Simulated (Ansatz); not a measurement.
Geometry relaxation, with input and output: Sn3O2 (part 1 of 3)

Sn3O2 (slab, 10 atoms in the cell), computed with DFT PBE, scalar-relativistic, plane waves, PAW, no spin polarisation (Ansatz 0.2.0).

The structure derives from an entry of the Crystallography Open Database. It belongs to a series of runs on one base structure; here: (0 0 1) slab, atoms relaxed.

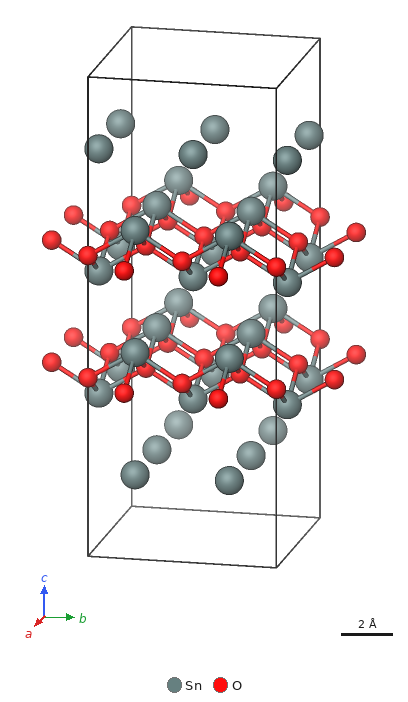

The input geometry (ball-and-stick view of the 2 × 2 repeat of the cell, with the vacuum cut short, seen slightly off an axis; bonded neighbours outside the cell are drawn too). An atom can appear more than once, as a periodic image.

**Results in brief**

```csv
quantity,value
outcome,converged
electrons treated,108
free energy,−38412.5272 eV
"work function, top face",4.40 eV
"work function, bottom face",4.40 eV
Fermi energy,2.342 eV
gap on the k-point mesh,none (metallic)
final volume,417.22 Å³
work function (upper face),4.40 eV
largest force (length of the vector) at the end,0.004 eV/Å
hardware,"1 thread of Intel Xeon @ 2.50GHz (Skylake/Cascade Lake), 16 GiB of memory available, shared host"
wall time,4.4 min
peak memory,0.81 GiB
```

**Notes**

The program warns: the exchange-correlation potential is rough where the density is thin.

**The input**
```yaml
crystal:
  lattice:
    - [3.8681707517, 0.0, 0.0]
    - [0.0, 3.8681707517, 0.0]
    - [0.0, 0.0, 27.8836913978]
  atoms:
    - { symbol: Sn, position: [0.0, 0.5, 0.26897443] }
    - { symbol: Sn, position: [0.5, 0.0, 0.3675674601] }
    - { symbol: O, position: [0.0, 0.0, 0.4091354725] }
    - { symbol: O, position: [0.5, 0.5, 0.4091354725] }
    - { symbol: Sn, position: [0.0, 0.5, 0.4507034849] }
    - { symbol: Sn, position: [0.5, 0.0, 0.5492965151] }
    - { symbol: O, position: [0.0, 0.0, 0.5908645275] }
    - { symbol: O, position: [0.5, 0.5, 0.5908645275] }
    - { symbol: Sn, position: [0.0, 0.5, 0.6324325399] }
    - { symbol: Sn, position: [0.5, 0.0, 0.73102557] }
basis:
  ecutwfc: 420
kpoints:
  mp_grid: { grid: [9, 9, 1] }
hamiltonian:
  xc: pbe
scf:
  occupations: { method: gaussian, width: 0.05 }
output:
  forces: true
  eigenvalues: true
  write_density: true
  write_potential: true
  elf: true
  volumetric_format: npy
relax:
  adjacent_minimum: "off"
  f_tol: 0.02
  max_steps: 60
efield:
  axis: 3
  dipole_correction: true
  ramp_width: 0.04
```

Run as:
```bash
ansatz run input.yaml --threads 1 --pin off --max-ram 2560MiB --backend cpu --events-out ev --progress --plain --runs-dir out
```

**What the program printed**
```
Engine: ansatz 0.2.0, x86_64-unknown-linux-gnu
Pseudopotentials: kind: paw
Pseudopotential: Sn, paw, valence charge 14, recommended cutoff 420 eV (normal), Sn.paw.azcp
Pseudopotential: O, paw, valence charge 6, recommended cutoff 420 eV (normal), O.paw.azcp
Functional definition: PBE
  parameter kappa = 0.804
  parameter beta = 0.06672455060314922
  exchange = pbe_x(kappa = kappa, mu = beta*pi^2/3)
  correlation = pbe_c(beta = beta)
Crystal: 10 atoms, lattice volume = 417.217 Å³
Basis set: ecut = 420 eV, 8213 PW (Γ), exchange–correlation on 54×54×384 points (8 copies of the dense FFT grid, shifted against one another)
Bands: 65, of which v1, the nominal top of the filled ones, is band 54 counted from 1 (53 counted from 0)
Symmetry: 8 space group operations
k-points: 15 of 81
Non-local potential: Sn, projectors of the file, l = 0: 2, l = 1: 2, l = 2: 2, l = 3: 2
Non-local potential: O, projectors of the file, l = 0: 2, l = 1: 2, l = 2: 1
PAW form: soft (Blöchl's): semilocal exchange-correlation on the pseudo side does not see the compensation charge
PAW one-centre angular grid: Sn, 590 points (default); XC on 64 Gauss nodes
PAW one-centre angular grid: O, 110 points (default); XC on 64 Gauss nodes
Initial density: superposition of atomic densities (neutral atoms: chi_scale 0, normalization atom), corrected by the library's trained network
Initial wavefunctions: pseudopotential atomic-orbital guess
Functional: x = pbe(κ = 0.804, μ = 0.2195149727645171), c = pbe(β = 0.06672455060314922)
SCF iter   1: F=—  HF=-38412.220475 eV  |F-HF|=—  |Δ(HF+E_count)|=         —  Δρ=1.71e-3  dr2=1.42e-1  ethr=1.77e-3  p=0.000 e·Å  D=1.45e-13 V/Å  ΔV_dip=-0.00 eV  dr2_dipole=1.27e-6  V_vac-E_F(+/−)=4.01/4.01 eV  ⟨swp⟩=7.0  Hψ=3900  notcnv=0  defer=2
efield: sawtooth ramp at fractional position 0.9800 (placed from the atoms, in the widest stretch of the axis that holds none; the zero of the levels goes with the place), width 0.0400; the density the first Hamiltonian is built on has a dipole p = 0.000 e·Å; the dipole correction subtracts the counter field D = 1.45e-13 V/Å, which shifts the + side's vacuum level by -0.00 eV against the − side's; the planar-averaged density in the ramp window peaks in size at 6.8e-5 e/Å³
preconditioner: auto → LDOS  [metal: Δε(μ)=0.023 eV  Ē_g=17.683 eV  σ=0.050 eV  W_gap=0.25  n_scr=70 (ndim 8)  ℏωp=18.9 eV  f_vac=0.415  D(μ)=13.50/eV (n_scr^D=108)  β→1.0]
SCF iter   2: F=—  HF=-38412.214073 eV  |F-HF|=—  |Δ(HF+E_count)|=   6.40e-3  Δρ=1.77e-3  dr2=4.06e-2  ethr=1.32e-4  p=0.000 e·Å  D=4.08e-6 V/Å  ΔV_dip=-0.00 eV  dr2_dipole=6.34e-7  V_vac-E_F(+/−)=4.10/4.10 eV  ⟨swp⟩=3.3  Hψ=1695  notcnv=0  defer=61
SCF iter   3: F=—  HF=-38412.211427 eV  |F-HF|=—  |Δ(HF+E_count)|=   2.65e-3  Δρ=7.22e-4  dr2=2.62e-2  ethr=3.76e-5  p=0.000 e·Å  D=2.67e-6 V/Å  ΔV_dip=-0.00 eV  dr2_dipole=2.69e-7  V_vac-E_F(+/−)=4.08/4.08 eV  ⟨swp⟩=2.1  Hψ=1798  notcnv=0  defer=61
SCF iter   4: F=—  HF=-38412.208936 eV  |F-HF|=—  |Δ(HF+E_count)|=   2.49e-3  Δρ=3.52e-4  dr2=4.55e-3  ethr=2.42e-5  p=0.000 e·Å  D=1.54e-6 V/Å  ΔV_dip=-0.00 eV  dr2_dipole=1.33e-9  V_vac-E_F(+/−)=4.06/4.06 eV  ⟨swp⟩=2.3  Hψ=1512  notcnv=0  defer=61
SCF iter   5: F=—  HF=-38412.208457 eV  |F-HF|=—  |Δ(HF+E_count)|=   4.78e-4  Δρ=1.93e-4  dr2=8.25e-4  ethr=4.21e-6  p=0.000 e·Å  D=6.39e-7 V/Å  ΔV_dip=-0.00 eV  dr2_dipole=3.59e-8  V_vac-E_F(+/−)=4.04/4.04 eV  ⟨swp⟩=1.3  Hψ=991  notcnv=0  defer=61
SCF iter   6: F=—  HF=-38412.208464 eV  |F-HF|=—  |Δ(HF+E_count)|=   6.48e-6  Δρ=1.06e-4  dr2=1.96e-4  ethr=7.64e-7  p=0.000 e·Å  D=3.25e-7 V/Å  ΔV_dip=-0.00 eV  dr2_dipole=2.24e-10  V_vac-E_F(+/−)=4.02/4.02 eV  ⟨swp⟩=2.1  Hψ=1090  notcnv=0  defer=61
SCF iter   7: F=—  HF=-38412.208462 eV  |F-HF|=—  |Δ(HF+E_count)|=   1.64e-6  Δρ=4.94e-5  dr2=3.05e-5  ethr=1.81e-7  p=-0.000 e·Å  D=-5.02e-8 V/Å  ΔV_dip=0.00 eV  dr2_dipole=5.13e-10  V_vac-E_F(+/−)=4.01/4.01 eV  ⟨swp⟩=2.4  Hψ=1350  notcnv=0  defer=61
SCF iter   8: F=-38412.208460 eV  HF=-38412.208465 eV  |F-HF|=4.36e-6  |Δ(HF+E_count)|=   2.43e-6  Δρ=2.30e-5  dr2=6.54e-6  ethr=9.26e-9  p=-0.000 e·Å  D=-1.88e-7 V/Å  ΔV_dip=0.00 eV  dr2_dipole=3.50e-10  V_vac-E_F(+/−)=4.02/4.02 eV  ⟨swp⟩=20.5  Hψ=10438  notcnv=0
SCF 1 converged in 8 iterations: F = -38412.208460 eV  dr2 = 6.54e-6
  greatest PAW one-centre occupation: 0.993 electrons in one spin orbital (limit 2), on the Sn atom at site 4 (counted from 0), in its partial waves of l = 2
relax step   1: F+E_penalty+E_count = -38412.20846015 eV  Δ(F+E_penalty+E_count) = +0.000e0 eV  max|allowed force component| = 6.871e-1 eV/Å  Δτ_max = 0.0000 Å  (8 SCF iters, dr2 threshold 1.00e-5 eV, accepted)
Initial density: handed on by an earlier stage of this run
Initial wavefunctions: those handed on with the density
iter 1 solved again at ethr=8.58e-5 eV; its pass at ethr=3.10e-3 eV (dr2=9.27e-2 eV) is discarded
SCF iter   1: F=—  HF=-38412.339211 eV  |F-HF|=—  |Δ(HF+E_count)|=         —  Δρ=1.76e-3  dr2=9.42e-2  ethr=8.58e-5  p=-0.000 e·Å  D=-1.88e-7 V/Å  ΔV_dip=0.00 eV  dr2_dipole=1.54e-10  V_vac-E_F(+/−)=4.08/4.08 eV  ⟨swp⟩=1.7  Hψ=2958  notcnv=0  defer=63
efield: sawtooth ramp at fractional position 0.9800 (handed on by an earlier solve), width 0.0400; the density the first Hamiltonian is built on has a dipole p = -0.000 e·Å; the dipole correction subtracts the counter field D = -1.88e-7 V/Å, which shifts the + side's vacuum level by +0.00 eV against the − side's; the planar-averaged density in the ramp window peaks in size at 3.4e-6 e/Å³
preconditioner: auto → LDOS  [insulator: Δε(μ)=0.065 eV  Ē_g=17.646 eV  σ=0.050 eV  W_gap=0.59  n_scr=70 (ndim 8)  ℏωp=18.9 eV  f_vac=0.425  D(μ)=4.41/eV (n_scr^D=12)  ε∞_Penn≈2.1  β→1.0]
SCF iter   2: F=—  HF=-38412.334728 eV  |F-HF|=—  |Δ(HF+E_count)|=   4.48e-3  Δρ=2.01e-3  dr2=3.40e-2  ethr=8.58e-5  p=0.000 e·Å  D=2.02e-8 V/Å  ΔV_dip=-0.00 eV  dr2_dipole=1.20e-11  V_vac-E_F(+/−)=4.07/4.07 eV  ⟨swp⟩=2.7  Hψ=1749  notcnv=0  defer=63
SCF iter   3: F=—  HF=-38412.329144 eV  |F-HF|=—  |Δ(HF+E_count)|=   5.58e-3  Δρ=1.07e-3  dr2=1.10e-2  ethr=3.15e-5  p=0.000 e·Å  D=5.91e-9 V/Å  ΔV_dip=-0.00 eV  dr2_dipole=3.13e-14  V_vac-E_F(+/−)=4.08/4.08 eV  ⟨swp⟩=2.1  Hψ=1800  notcnv=0  defer=66
SCF iter   4: F=—  HF=-38412.327342 eV  |F-HF|=—  |Δ(HF+E_count)|=   1.80e-3  Δρ=2.24e-4  dr2=1.11e-3  ethr=1.02e-5  p=0.000 e·Å  D=2.26e-8 V/Å  ΔV_dip=-0.00 eV  dr2_dipole=7.27e-12  V_vac-E_F(+/−)=4.08/4.08 eV  ⟨swp⟩=2.0  Hψ=1166  notcnv=0  defer=69
SCF iter   5: F=—  HF=-38412.327265 eV  |F-HF|=—  |Δ(HF+E_count)|=   7.72e-5  Δρ=7.21e-5  dr2=1.18e-4  ethr=1.03e-6  p=0.000 e·Å  D=2.05e-8 V/Å  ΔV_dip=-0.00 eV  dr2_dipole=7.93e-13  V_vac-E_F(+/−)=4.08/4.08 eV  ⟨swp⟩=2.0  Hψ=1610  notcnv=0  defer=69
SCF iter   6: F=-38412.327265 eV  HF=-38412.327273 eV  |F-HF|=7.89e-6  |Δ(HF+E_count)|=   8.41e-6  Δρ=2.68e-5  dr2=1.38e-5  ethr=2.73e-8  p=0.000 e·Å  D=2.04e-8 V/Å  ΔV_dip=-0.00 eV  dr2_dipole=4.04e-14  V_vac-E_F(+/−)=4.07/4.07 eV  ⟨swp⟩=20.0  Hψ=9643  notcnv=0
SCF 2 converged in 6 iterations: F = -38412.327265 eV  dr2 = 1.38e-5
  greatest PAW one-centre occupation: 0.993 electrons in one spin orbital (limit 2), on the Sn atom at site 5 (counted from 0), in its partial waves of l = 2
relax step   2: F+E_penalty+E_count = -38412.32726534 eV  Δ(F+E_penalty+E_count) = -1.188e-1 eV  max|allowed force component| = 3.726e-1 eV/Å  Δτ_max = 0.1272 Å  (6 SCF iters, dr2 threshold 2.95e-5 eV, accepted)
SCF iter   1: F=—  HF=-38412.490730 eV  |F-HF|=—  |Δ(HF+E_count)|=         —  Δρ=3.43e-3  dr2=1.36e-1  ethr=2.25e-3  p=0.000 e·Å  D=2.04e-8 V/Å  ΔV_dip=-0.00 eV  dr2_dipole=5.19e-11  V_vac-E_F(+/−)=4.24/4.24 eV  ⟨swp⟩=4.5  Hψ=2352  notcnv=0  defer=44
efield: sawtooth ramp at fractional position 0.9800 (handed on by an earlier solve), width 0.0400; the density the first Hamiltonian is built on has a dipole p = 0.000 e·Å; the dipole correction subtracts the counter field D = 2.04e-8 V/Å, which shifts the + side's vacuum level by -0.00 eV against the − side's; the planar-averaged density in the ramp window peaks in size at 3.2e-6 e/Å³
preconditioner: auto → LDOS  [metal: Δε(μ)=0.037 eV  Ē_g=17.670 eV  σ=0.050 eV  W_gap=0.40  n_scr=70 (ndim 8)  ℏωp=18.9 eV  f_vac=0.438  D(μ)=4.09/eV (n_scr^D=10)  β→1.0]
SCF iter   2: F=—  HF=-38412.471835 eV  |F-HF|=—  |Δ(HF+E_count)|=   1.89e-2  Δρ=1.67e-3  dr2=1.07e-2  ethr=1.26e-4  p=0.000 e·Å  D=3.38e-7 V/Å  ΔV_dip=-0.00 eV  dr2_dipole=5.53e-12  V_vac-E_F(+/−)=4.27/4.27 eV  ⟨swp⟩=2.3  Hψ=1591  notcnv=0  defer=75
SCF iter   3: F=—  HF=-38412.470268 eV  |F-HF|=—  |Δ(HF+E_count)|=   1.57e-3  Δρ=6.43e-4  dr2=3.22e-3  ethr=9.87e-6  p=-0.000 e·Å  D=-1.33e-7 V/Å  ΔV_dip=0.00 eV  dr2_dipole=3.13e-15  V_vac-E_F(+/−)=4.27/4.27 eV  ⟨swp⟩=2.0  Hψ=1798  notcnv=0  defer=75
SCF iter   4: F=—  HF=-38412.469678 eV  |F-HF|=—  |Δ(HF+E_count)|=   5.90e-4  Δρ=2.44e-4  dr2=4.77e-4  ethr=2.98e-6  p=0.000 e·Å  D=3.71e-9 V/Å  ΔV_dip=-0.00 eV  dr2_dipole=3.39e-14  V_vac-E_F(+/−)=4.28/4.28 eV  ⟨swp⟩=2.0  Hψ=1654  notcnv=0  defer=75
SCF iter   5: F=—  HF=-38412.469659 eV  |F-HF|=—  |Δ(HF+E_count)|=   1.84e-5  Δρ=1.28e-4  dr2=1.29e-4  ethr=4.42e-7  p=0.000 e·Å  D=3.30e-9 V/Å  ΔV_dip=-0.00 eV  dr2_dipole=4.67e-13  V_vac-E_F(+/−)=4.28/4.28 eV  ⟨swp⟩=2.5  Hψ=1500  notcnv=0  defer=75
SCF iter   6: F=—  HF=-38412.469651 eV  |F-HF|=—  |Δ(HF+E_count)|=   8.72e-6  Δρ=5.89e-5  dr2=2.42e-5  ethr=1.20e-7  p=0.000 e·Å  D=1.80e-9 V/Å  ΔV_dip=-0.00 eV  dr2_dipole=1.15e-13  V_vac-E_F(+/−)=4.28/4.28 eV  ⟨swp⟩=2.0  Hψ=1246  notcnv=0  defer=75
SCF iter   7: F=-38412.469649 eV  HF=-38412.469648 eV  |F-HF|=4.39e-7  |Δ(HF+E_count)|=   2.35e-6  Δρ=1.14e-5  dr2=6.67e-7  ethr=8.03e-9  p=0.000 e·Å  D=2.31e-8 V/Å  ΔV_dip=-0.00 eV  dr2_dipole=2.30e-16  V_vac-E_F(+/−)=4.28/4.28 eV  ⟨swp⟩=20.5  Hψ=10109  notcnv=0
SCF 3 converged in 7 iterations: F = -38412.469649 eV  dr2 = 6.67e-7
relax step   3: F+E_penalty+E_count = -38412.46964884 eV  Δ(F+E_penalty+E_count) = -1.424e-1 eV  max|allowed force component| = 2.873e-1 eV/Å  Δτ_max = 0.1964 Å  (7 SCF iters, dr2 threshold 8.68e-6 eV, accepted)
SCF iter   1: F=—  HF=-38412.528825 eV  |F-HF|=—  |Δ(HF+E_count)|=         —  Δρ=2.05e-3  dr2=3.43e-2  ethr=8.75e-4  p=0.000 e·Å  D=2.31e-8 V/Å  ΔV_dip=-0.00 eV  dr2_dipole=1.83e-11  V_vac-E_F(+/−)=4.31/4.31 eV  ⟨swp⟩=4.4  Hψ=2527  notcnv=0  defer=63
efield: sawtooth ramp at fractional position 0.9800 (handed on by an earlier solve), width 0.0400; the density the first Hamiltonian is built on has a dipole p = 0.000 e·Å; the dipole correction subtracts the counter field D = 2.31e-8 V/Å, which shifts the + side's vacuum level by -0.00 eV against the − side's; the planar-averaged density in the ramp window peaks in size at 3.3e-6 e/Å³
preconditioner: auto → LDOS  [metal: Δε(μ)=0.033 eV  Ē_g=17.728 eV  σ=0.050 eV  W_gap=0.36  n_scr=70 (ndim 8)  ℏωp=18.9 eV  f_vac=0.451  D(μ)=4.81/eV (n_scr^D=12)  β→1.0]
SCF iter   2: F=—  HF=-38412.522984 eV  |F-HF|=—  |Δ(HF+E_count)|=   5.84e-3  Δρ=9.92e-4  dr2=3.54e-3  ethr=3.17e-5  p=0.000 e·Å  D=7.40e-8 V/Å  ΔV_dip=-0.00 eV  dr2_dipole=1.11e-11  V_vac-E_F(+/−)=4.38/4.38 eV  ⟨swp⟩=2.1  Hψ=1489  notcnv=0  defer=72
SCF iter   3: F=—  HF=-38412.523337 eV  |F-HF|=—  |Δ(HF+E_count)|=   3.53e-4  Δρ=9.01e-4  dr2=3.36e-3  ethr=3.27e-6  p=0.000 e·Å  D=6.52e-8 V/Å  ΔV_dip=-0.00 eV  dr2_dipole=1.43e-11  V_vac-E_F(+/−)=4.38/4.38 eV  ⟨swp⟩=2.4  Hψ=1634  notcnv=0  defer=72
SCF iter   4: F=—  HF=-38412.522716 eV  |F-HF|=—  |Δ(HF+E_count)|=   6.21e-4  Δρ=2.35e-4  dr2=2.91e-4  ethr=3.11e-6  p=0.000 e·Å  D=5.65e-8 V/Å  ΔV_dip=-0.00 eV  dr2_dipole=1.00e-11  V_vac-E_F(+/−)=4.38/4.38 eV  ⟨swp⟩=2.0  Hψ=1155  notcnv=0  defer=72
SCF iter   5: F=—  HF=-38412.522690 eV  |F-HF|=—  |Δ(HF+E_count)|=   2.56e-5  Δρ=1.04e-4  dr2=8.94e-5  ethr=2.69e-7  p=0.000 e·Å  D=5.27e-8 V/Å  ΔV_dip=-0.00 eV  dr2_dipole=3.12e-13  V_vac-E_F(+/−)=4.38/4.38 eV  ⟨swp⟩=2.1  Hψ=1557  notcnv=0  defer=72
SCF iter   6: F=-38412.522672 eV  HF=-38412.522676 eV  |F-HF|=3.86e-6  |Δ(HF+E_count)|=   1.44e-5  Δρ=2.69e-5  dr2=5.97e-6  ethr=2.25e-8  p=0.000 e·Å  D=3.22e-8 V/Å  ΔV_dip=-0.00 eV  dr2_dipole=2.55e-13  V_vac-E_F(+/−)=4.39/4.39 eV  ⟨swp⟩=19.8  Hψ=9983  notcnv=0
SCF 4 converged in 6 iterations: F = -38412.522672 eV  dr2 = 5.97e-6
```
